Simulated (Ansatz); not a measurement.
## Zr3O: geometry relaxation (part 2 of 2)

Zr3O (P6₃/mmc, 8 atoms in the cell); DFT r2SCAN, scalar-relativistic, plane waves, PAW, no spin polarisation (Ansatz 0.2.0); cutoff 500 eV, 3×3×4 k-mesh, Gaussian smearing of 0.1 eV. The structure was made by swapping elements on the sites of another compound; it need not be a known phase. It belongs to a series of runs on one base structure; here: Ni3Sn (D0_19) type (P6_3/mmc, No. 194).

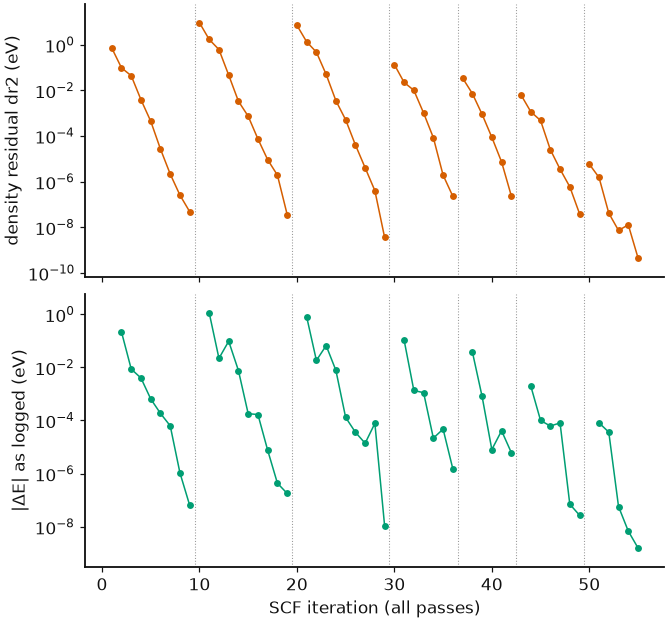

Figure 1. Convergence of the self-consistent field: density residual dr2 and size of the energy change against the SCF iteration. The dotted lines part the SCF passes of the relaxation: geometry steps, rejected trials and re-solves on a re-selected basis. The 7 passes take 6 to 10 iterations each, 55 in all.

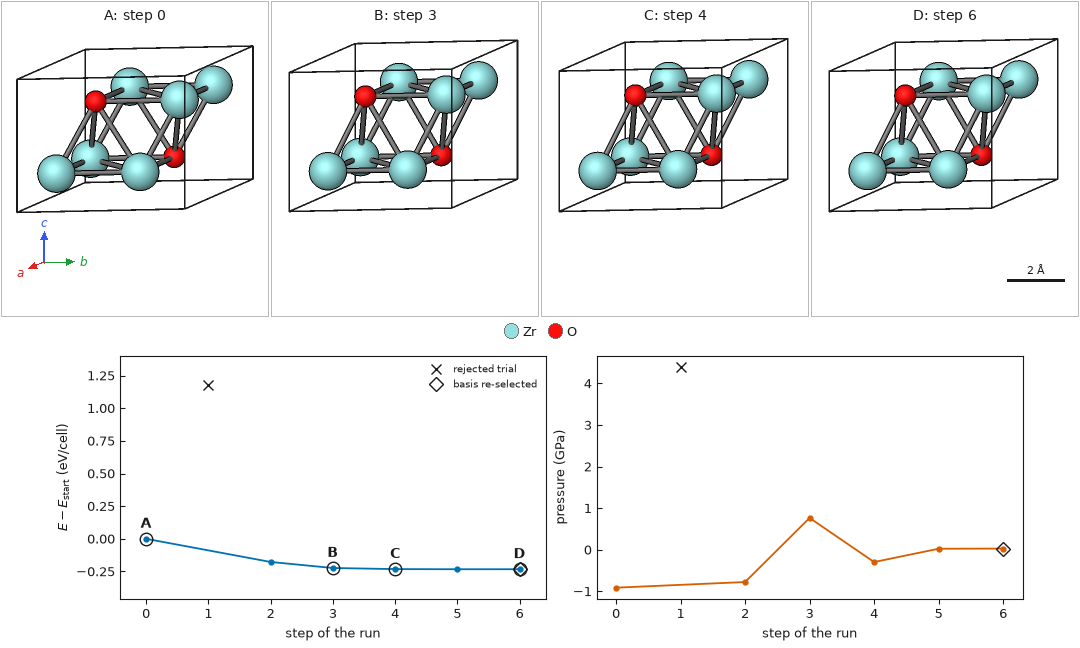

Figure 2. Frames of the relaxation (ball-and-stick view of the cell of the calculation, seen slightly off an axis) above the curves, on which the letters mark them (the first geometry is step 0 here and step 1 in the log).

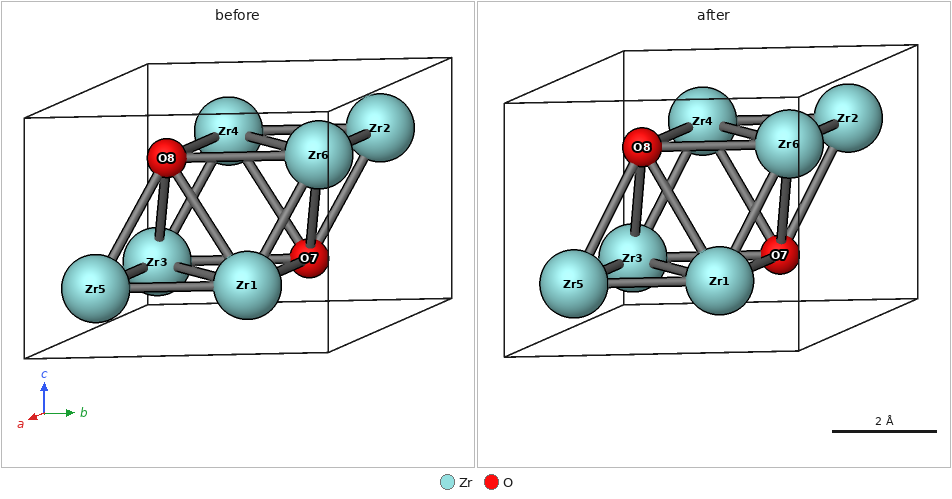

Figure 3. Before (left) and after (right) the relaxation, at one scale (ball-and-stick view of the cell of the calculation, seen slightly off an axis). Over 5 geometry steps the energy falls by 0.233 eV per cell of the calculation. The largest force component goes from 0.71 to 0.01 eV/Å. Pressure: −0.91 GPa at the start and 0.03 GPa at the end. The line search rejected the trial step at point 1 (counted from 0) and went back. The largest moves relative to the cell, 0.014 Å, are those of Zr1, Zr2, Zr3, Zr4, Zr5 and Zr6. O stays in place. The drawn cell changes as follows: a = b 5.931 → 5.741 Å (−3.2 %), c 4.760 → 5.017 Å (+5.4 %); the volume changes by −1.3 %. Among the contacts that change: Zr1–Zr3 2.959 → 2.841 Å, Zr1–O7 2.965 → 2.870 Å, Zr1–Zr2 2.934 → 3.016 Å, Zr1–O8 2.930 → 2.997 Å. The space group stays P6_3/mmc (No. 194). A last SCF at the same geometry on a re-selected plane-wave basis shifts the energy by +0.1 meV per cell of the calculation. (Atoms are counted from 1 in the order of the input.)

```
basis re-selected at this cell: Δ(F+E_penalty+E_count) = +1.475e-4 eV, ΔP = +0.004 GPa vs the last step (what re-selecting the basis moved, of the pressure what is left beyond the Pulay correction that the steps carried, after the strain that the cell walked since its last selection, with what the two solves' SCF thresholds leave and, on support functions, any second-order correction that the steps lacked; it is no measure of the basis error at this ecutwfc). The dense FFT grid was sized anew with the basis: this SCF ran on 45×45×40 points, the steps before it on 45×45×36, so part of this shift can come from that change (see relax.cell in the input reference). This SCF's stress stands 7.21e-2 GPa from its target on what of the cell is left free (relax.cell.stress_tol is 4.00e-1 GPa) and its largest allowed force component is 1.05e-2 eV/Å (relax.f_tol is 4.00e-2 eV/Å): within both
SCF converged after 6 iterations
Free energy (F): -26300.610676 eV
Harris-Foulkes:  -26300.610676 eV  (|F-HF|=1.46e-10)
Internal energy: -26300.570420 eV  (E = F + TS)
E sigma→0 (E₀):  -26300.590548 eV
Entropy (-TS):   -0.040256 eV (-5.032 meV/atom)
Fermi energy:    14.611817 eV
--- Per-component energies (eV) ---
  E_band       = -520.614425
  E_kinetic    = 2354.770143
  E_local      = -4075.347917  (includes V_loc(G=0)·N_el)
  E_nonlocal   = 587.691677
  E_hartree    = 1281.885175
  E_xc         = -1080.013437
  E_vxc        = -1479.522461  (∫ρ·V_xc dr)
  E_paw        = -18147.579247  (= ΣΔE_a)
  E_vpaw       = -562.208205  (= ΣTr[D̂ρ^β])
  E_aug_tail   = 0.001973  (compensation charges beyond the density's cutoff)
  E_vtau       = 90.230522  (kinetic-family band-sum trace: ∫τ·v_τ [+ j·A + Jᵃ·Aᵃ] dr)
  E_ewald      = -7220.926456
  E_core_change = -1.052332  (= ΣΔE_core)
  E_smearing   = -0.040256  (= −TS)
  E_closure    = -0.000000  (closes the sum)
  Σ components = -26300.610676   (vs F -26300.610676, Δ=0.00e0)
--- Forces (eV/Å), atoms counted from 1 ---
  atom   1  Zr     0.00000000    -0.01047938    -0.00000000
  atom   2  Zr     0.00907541    -0.00523969    -0.00000000
  atom   3  Zr     0.00907541     0.00523969     0.00000000
  atom   4  Zr     0.00000000     0.01047938     0.00000000
  atom   5  Zr    -0.00907541     0.00523969     0.00000000
  atom   6  Zr    -0.00907541    -0.00523969    -0.00000000
  atom   7  O     -0.00000000    -0.00000000    -0.00000000
  atom   8  O     -0.00000000     0.00000000     0.00000000
  max |Σ_I F_I| component: 2.49e-17 eV/Å
--- Stress (GPa, compression-positive) ---
        0.006941       0.000000      -0.000000
        0.000000       0.006941      -0.000000
       -0.000000      -0.000000       0.072070
  P = ⅓ Tr σ = 0.0287 GPa (0.287 kbar)
--- Band table (eV; the first three rows and the last of 9) ---
  k-point 0: bands = ["-35.6915", "-35.4794", "-35.3662", "-35.3662", "-35.2652", "-35.2652", "-14.0717", "-13.7804", "-13.6672", "-13.4330", "-13.4330", "-13.3337", "-13.3337", "-13.0857", "-13.0857", "-12.6431", "-12.5075", "-12.5075", "-12.4183", "-12.3010", "-12.0897", "-12.0897", "-12.0895", "-12.0895", "-4.6668", "-4.6102", "9.6847", "10.2110", "10.2110", "10.3272", "10.3998", "10.3998", "10.4194", "11.9491", "12.4655", "12.4840", "12.6409", "12.6409", "13.3222", "13.3222", "13.4088", "13.4088", "14.3668", "15.4758", "15.4758", "15.9343", "15.9694", "16.6517", "16.6517", "17.0583", "18.1583"]
  k-point 1: bands = ["-35.6610", "-35.5110", "-35.3515", "-35.3515", "-35.2800", "-35.2800", "-14.0476", "-13.8931", "-13.5371", "-13.5371", "-13.4257", "-13.4257", "-13.4236", "-12.8730", "-12.8730", "-12.5944", "-12.5944", "-12.5071", "-12.5071", "-12.3526", "-12.0928", "-12.0928", "-12.0904", "-12.0904", "-4.6443", "-4.6108", "9.5897", "9.9256", "10.2514", "10.2514", "10.4982", "10.4982", "11.3892", "11.5240", "12.4482", "12.4482", "12.6674", "12.8442", "12.8442", "12.9935", "14.1002", "14.1002", "14.4726", "14.4726", "14.5653", "14.7943", "16.5016", "17.1740", "17.3420", "17.3420", "18.2718"]
  k-point 2: bands = ["-35.5866", "-35.5866", "-35.3158", "-35.3158", "-35.3158", "-35.3158", "-13.9852", "-13.9852", "-13.5519", "-13.5519", "-13.5519", "-13.5519", "-13.0044", "-13.0044", "-12.6096", "-12.6096", "-12.6096", "-12.6096", "-12.4750", "-12.4750", "-12.0952", "-12.0952", "-12.0952", "-12.0952", "-4.6170", "-4.6170", "9.6697", "9.6697", "10.4175", "10.4175", "10.4175", "10.4175", "11.7374", "11.7374", "12.6983", "12.6983", "12.6983", "12.6983", "13.0516", "13.0516", "13.8064", "13.8064", "13.8064", "13.8064", "14.3880", "14.3880", "17.1835", "17.1835", "17.9955", "17.9955", "18.0938"]
  k-point 8: bands = ["-35.4698", "-35.4698", "-35.4366", "-35.4366", "-35.3163", "-35.3163", "-13.4656", "-13.4656", "-13.4177", "-13.4177", "-13.3460", "-13.3460", "-12.9589", "-12.9589", "-12.9116", "-12.9116", "-12.7038", "-12.7038", "-12.6017", "-12.6017", "-12.4453", "-12.4453", "-12.2763", "-12.2763", "-4.5454", "-4.5454", "9.4276", "9.4276", "9.8245", "9.8245", "10.2053", "10.2053", "12.4228", "12.4228", "13.6981", "13.6981", "13.7775", "13.7775", "14.1440", "14.1440", "14.9662", "14.9662", "14.9835", "14.9835", "15.5247", "15.5247", "15.5774", "15.5774", "16.6316", "16.6316", "17.2335"]
--- Relaxed structure (6 steps of the walk, 5 accepted, 1 SCFs on fresh bases) ---
  F+E_penalty+E_count = -26300.61067559 eV   max|allowed force component| = 1.048e-2 eV/Å   (the final SCF, on the basis selected at the relaxed cell)
  cell:  # Å, volume = 143.1897 Å³
    - [5.740747613942302, -2.319082264091468e-33, 4.620046697994721e-34]
    - [-2.870373806971151, 4.971633270388934, -1.8393083128639677e-34]
    - [3.5628767711491507e-34, -1.3088118751160147e-34, 5.01699995158509]
  atoms:
    - { symbol: Zr, position: [0.8316324070888855, 0.6632648141777712, 0.24999999999999997] }
    - { symbol: Zr, position: [0.16836759291111422, 0.8316324070888853, 0.7499999999999999] }
    - { symbol: Zr, position: [0.33673518582222867, 0.16836759291111433, 0.24999999999999997] }
    - { symbol: Zr, position: [0.16836759291111433, 0.33673518582222867, 0.7499999999999999] }
    - { symbol: Zr, position: [0.8316324070888855, 0.16836759291111433, 0.24999999999999997] }
    - { symbol: Zr, position: [0.6632648141777712, 0.8316324070888853, 0.7499999999999999] }
    - { symbol: O, position: [0.33333333333333326, 0.6666666666666666, 0.24999999999999997] }
    - { symbol: O, position: [0.6666666666666667, 0.33333333333333326, 0.7499999999999999] }
```

### Trajectory as extended XYZ (Å, eV, eV/Å), 7 frames, from step=1 to step=7
```
8
Lattice="5.9307 0.0000 0.0000 -2.9654 5.1362 0.0000 0.0000 0.0000 4.7603" Properties=species:S:1:pos:R:3:forces:R:3 step=1 energy=-26300.37786 pressure_GPa=-0.91
Zr    2.9654    3.4207    1.1901    0.0000  -0.7075   0.0000
Zr   -1.4797    4.2784    3.5702    0.6127  -0.3537   0.0000
Zr    1.4856    0.8577    1.1901    0.6127   0.3537   0.0000
Zr    0.0000    1.7155    3.5702    0.0000   0.7075   0.0000
Zr    4.4451    0.8577    1.1901   -0.6127   0.3537   0.0000
Zr    1.4797    4.2784    3.5702   -0.6127  -0.3537   0.0000
O     0.0000    3.4241    1.1901    0.0000   0.0000   0.0000
O     2.9654    1.7121    3.5702    0.0000   0.0000   0.0000
8
Lattice="5.6523 0.0000 0.0000 -2.8262 4.8951 0.0000 0.0000 0.0000 4.9775" Properties=species:S:1:pos:R:3:forces:R:3 step=2 energy=-26299.20011 pressure_GPa=4.41 accepted=F
Zr    2.8262    3.1064    1.2444    0.0000   3.1374   0.0000
Zr   -1.2771    4.0007    3.7331   -2.7170   1.5687   0.0000
Zr    1.5490    0.8943    1.2444   -2.7170  -1.5687   0.0000
Zr    0.0000    1.7887    3.7331    0.0000  -3.1374   0.0000
Zr    4.1033    0.8943    1.2444    2.7170  -1.5687   0.0000
Zr    1.2771    4.0007    3.7331    2.7170   1.5687   0.0000
O     0.0000    3.2634    1.2444    0.0000   0.0000   0.0000
O     2.8262    1.6317    3.7331    0.0000   0.0000   0.0000
8
Lattice="5.8488 0.0000 0.0000 -2.9244 5.0652 0.0000 0.0000 0.0000 4.8555" Properties=species:S:1:pos:R:3:forces:R:3 step=3 energy=-26300.55508 pressure_GPa=-0.78
Zr    2.9244    3.3447    1.2139    0.0000  -0.0309   0.0000
Zr   -1.4344    4.2050    3.6416    0.0268  -0.0155   0.0000
Zr    1.4900    0.8602    1.2139    0.0268   0.0155   0.0000
Zr    0.0000    1.7205    3.6416    0.0000   0.0309   0.0000
Zr    4.3588    0.8602    1.2139   -0.0268   0.0155   0.0000
Zr    1.4344    4.2050    3.6416   -0.0268  -0.0155   0.0000
O     0.0000    3.3768    1.2139    0.0000   0.0000   0.0000
O     2.9244    1.6884    3.6416    0.0000   0.0000   0.0000
8
Lattice="5.7371 0.0000 0.0000 -2.8686 4.9685 0.0000 0.0000 0.0000 4.9730" Properties=species:S:1:pos:R:3:forces:R:3 step=4 energy=-26300.60138 pressure_GPa=0.77
Zr    2.8686    3.2828    1.2432    0.0000   0.1873   0.0000
Zr   -1.4087    4.1257    3.7297   -0.1622   0.0937   0.0000
Zr    1.4598    0.8428    1.2432   -0.1622  -0.0937   0.0000
Zr    0.0000    1.6857    3.7297    0.0000  -0.1873   0.0000
Zr    4.2773    0.8428    1.2432    0.1622  -0.0937   0.0000
Zr    1.4087    4.1257    3.7297    0.1622   0.0937   0.0000
O     0.0000    3.3123    1.2432    0.0000   0.0000   0.0000
O     2.8686    1.6562    3.7297    0.0000   0.0000   0.0000
8
Lattice="5.7451 0.0000 0.0000 -2.8725 4.9754 0.0000 0.0000 0.0000 5.0249" Properties=species:S:1:pos:R:3:forces:R:3 step=5 energy=-26300.60972 pressure_GPa=-0.30
Zr    2.8725    3.2970    1.2562    0.0000   0.0655   0.0000
Zr   -1.4190    4.1362    3.7686   -0.0567   0.0327   0.0000
Zr    1.4535    0.8392    1.2562   -0.0567  -0.0327   0.0000
Zr    0.0000    1.6784    3.7686    0.0000  -0.0655   0.0000
Zr    4.2916    0.8392    1.2562    0.0567  -0.0327   0.0000
Zr    1.4190    4.1362    3.7686    0.0567   0.0327   0.0000
O     0.0000    3.3169    1.2562    0.0000   0.0000   0.0000
O     2.8725    1.6585    3.7686    0.0000   0.0000   0.0000
8
Lattice="5.7407 0.0000 0.0000 -2.8704 4.9716 0.0000 0.0000 0.0000 5.0170" Properties=species:S:1:pos:R:3:forces:R:3 step=6 energy=-26300.61082 pressure_GPa=0.02
Zr    2.8704    3.2975    1.2543    0.0000  -0.0105   0.0000
Zr   -1.4205    4.1346    3.7628    0.0091  -0.0053   0.0000
Zr    1.4498    0.8371    1.2543    0.0091   0.0053   0.0000
Zr    0.0000    1.6741    3.7628    0.0000   0.0105   0.0000
Zr    4.2909    0.8371    1.2543   -0.0091   0.0053   0.0000
Zr    1.4205    4.1346    3.7628   -0.0091  -0.0053   0.0000
O     0.0000    3.3144    1.2543    0.0000   0.0000   0.0000
O     2.8704    1.6572    3.7628    0.0000   0.0000   0.0000
8
Lattice="5.7407 0.0000 0.0000 -2.8704 4.9716 0.0000 0.0000 0.0000 5.0170" Properties=species:S:1:pos:R:3:forces:R:3 step=7 energy=-26300.61068 pressure_GPa=0.03
Zr    2.8704    3.2975    1.2543    0.0000  -0.0105   0.0000
Zr   -1.4205    4.1346    3.7628    0.0091  -0.0052   0.0000
Zr    1.4498    0.8371    1.2543    0.0091   0.0052   0.0000
Zr    0.0000    1.6741    3.7628    0.0000   0.0105   0.0000
Zr    4.2909    0.8371    1.2543   -0.0091   0.0052   0.0000
Zr    1.4205    4.1346    3.7628   -0.0091  -0.0052   0.0000
O     0.0000    3.3144    1.2543    0.0000   0.0000   0.0000
O     2.8704    1.6572    3.7628    0.0000   0.0000   0.0000
```

This output came from the following input.

### The input
```yaml
crystal:
  lattice:
    - [5.9307286752, 0.0, 0.0]
    - [-2.9653643376, 5.1361616957, 0.0]
    - [0.0, 0.0, 4.7603248277]
  atoms:
    - { symbol: Zr, position: [0.833, 0.666, 0.25] }
    - { symbol: Zr, position: [0.167, 0.833, 0.75] }
    - { symbol: Zr, position: [0.334, 0.167, 0.25] }
    - { symbol: Zr, position: [0.167, 0.334, 0.75] }
    - { symbol: Zr, position: [0.833, 0.167, 0.25] }
    - { symbol: Zr, position: [0.666, 0.833, 0.75] }
    - { symbol: O, position: [0.3333333333, 0.6666666667, 0.25] }
    - { symbol: O, position: [0.6666666667, 0.3333333333, 0.75] }
basis:
  ecutwfc: 500
kpoints:
  mp_grid: { grid: [3, 3, 4] }
hamiltonian:
  xc: r2scan
scf:
  occupations: { method: gaussian, width: 0.1 }
  lower_state_search: "off"
output:
  forces: true
  stress: true
  eigenvalues: true
relax:
  adjacent_minimum: "off"
  f_tol: 0.04
  max_steps: 70
  cell: { stress_tol: 0.4 }
```

Launch command:
```bash
ansatz run input.yaml --threads 1 --pin off --max-ram 3072MiB --backend cpu --events-out ev --progress --plain --runs-dir out
```

### Summary

| quantity | value |
| --- | --- |
| outcome | converged |
| space group (tolerance 0.01 Å) | P6₃/mmc (194) |
| electrons treated | 84 |
| free energy | −26300.6107 eV |
| Fermi energy | 14.612 eV |
| gap on the k-point mesh | none (metallic) |
| pressure | 0.03 GPa |
| final volume | 143.19 Å³ |
| largest force (length of the vector) at the end | 0.010 eV/Å |
| final cell | a = 5.741 Å, b = 5.741 Å, c = 5.017 Å, α = 90.00°, β = 90.00°, γ = 120.00° |
| hardware | 1 thread of Arm Neoverse V1, 24 GiB of memory available, shared host |
| wall time | 97 s |
| peak memory | 0.78 GiB |
